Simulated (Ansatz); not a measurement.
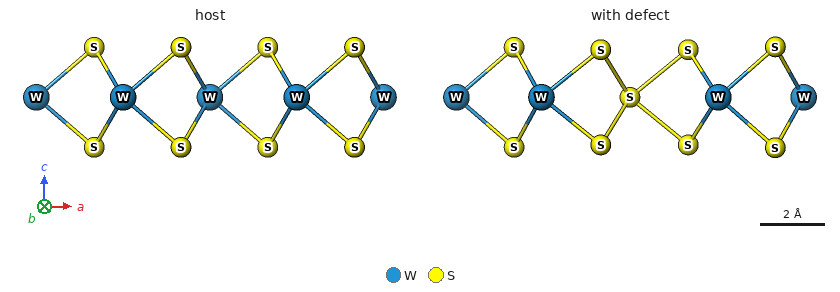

Left: perfect WS$_{2}$. Right: the same region with one point defect, after relaxing the atoms in a supercell of 48 sites. Style: ball-and-stick. Shown: the atoms within 6.0 Å of one point, in a slice 3.4 Å thick across the line of sight, along the b axis.

Method: Ansatz 0.2.0, DFT PBE+D3(BJ), scalar-relativistic, plane waves, PAW. Settings: plane-wave cutoff 420 eV; k-point mesh 2 × 2 × 2; occupations gaussian; smearing width 0.01 eV; no spin polarisation. The cell is small and the k-mesh coarse, so the numbers are rough. The axes drawn are those of the host's conventional cell.

Which defect is it?

A tungsten atom is replaced by sulfur.

The charge state of the cell is 0.

How does the lattice respond?

In the host the W atom has 6 S at 2.41 Å; the S atom ends with 6 S at 2.37 Å. Of the host's atoms, a sulfur atom moves furthest from its site, by 0.08 Å. Relaxing the atoms from the host's sites lowers the energy by 0.31 eV. At a tolerance of 0.02 Å the relaxed supercell has space group P-6m2.
